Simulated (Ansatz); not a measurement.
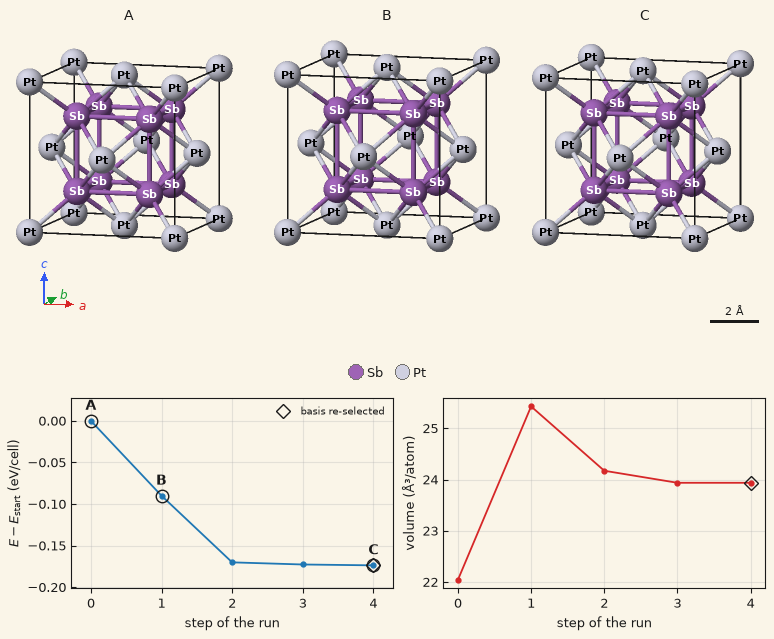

Frames of a relaxation of crystalline Sb2Pt (built on the fluorite_225 type) (coarse preliminary run), marked on the history of the run. Style: ball-and-stick. Shown: the conventional cell (4 times the calculation's cell), slightly off an axis. Lengths and directions refer to the drawn axes.

Case: fluorite type (Fm-3m, No. 225).

Theory: Ansatz, DFT r2SCAN, scalar-relativistic, plane waves, PAW.

Input
```yaml
crystal:
  lattice:
    - [0.0, 3.2096699065, 3.2096699065]
    - [3.2096699065, 0.0, 3.2096699065]
    - [3.2096699065, 3.2096699065, 0.0]
  atoms:
    - { symbol: Sb, position: [0.25, 0.25, 0.25] }
    - { symbol: Sb, position: [0.75, 0.75, 0.75] }
    - { symbol: Pt, position: [0.0, 0.0, 0.0] }
basis:
  ecutwfc: 500
kpoints:
  mp_grid: { grid: [6, 6, 6] }
hamiltonian:
  xc: r2scan
scf:
  occupations: { method: gaussian, width: 0.1 }
  lower_state_search: "off"
output:
  forces: true
  stress: true
  eigenvalues: true
relax:
  adjacent_minimum: "off"
  f_tol: 0.04
  max_steps: 70
  cell: { stress_tol: 0.4 }
```

Command:
```bash
ansatz run input.yaml --threads 1 --pin off --max-ram 2560MiB --backend cpu --events-out ev --progress --plain --runs-dir out
```

Q: Describe the path.

A: The atoms keep their places relative to the cell (all moves are under 0.005 Å). The drawn cell changes as follows: a = b = c 6.419 → 6.598 Å (+2.8 %); the volume changes by +8.6 %. Some distances before and after: Sb1–Sb2 3.210 → 3.299 Å, Sb1–Pt3 2.780 → 2.857 Å. The space group stays Fm-3m (No. 225). Over 3 accepted moves (4 points after the start) the energy falls by 0.174 eV per cell of the calculation. All forces vanish by symmetry, so only the cell relaxes. Pressure: 10.73 GPa at the start and −0.04 GPa at the end. The SCF was repeated once at an unchanged geometry on a basis and grid sized afresh for the cell, which shifted the energy by 1.0 meV per cell of the calculation at most. From step 0 to 1: volume +15.3 %, energy −90.0 meV per cell of the calculation. From step 1 to 4: volume −5.9 %, energy −83.7 meV per cell of the calculation.

| step | E − E(0), meV/atom | pressure, GPa | volume, Å³/atom | note |
| --- | --- | --- | --- | --- |
| 0 | 0.00 | 10.73 | 22.044 |  |
| 1 | -30.00 | -5.49 | 25.428 |  |
| 2 | -56.70 | -1.06 | 24.172 |  |
| 3 | -57.55 | -0.06 | 23.937 |  |
| 4 | -57.90 | -0.04 | 23.937 | same geometry, new basis |
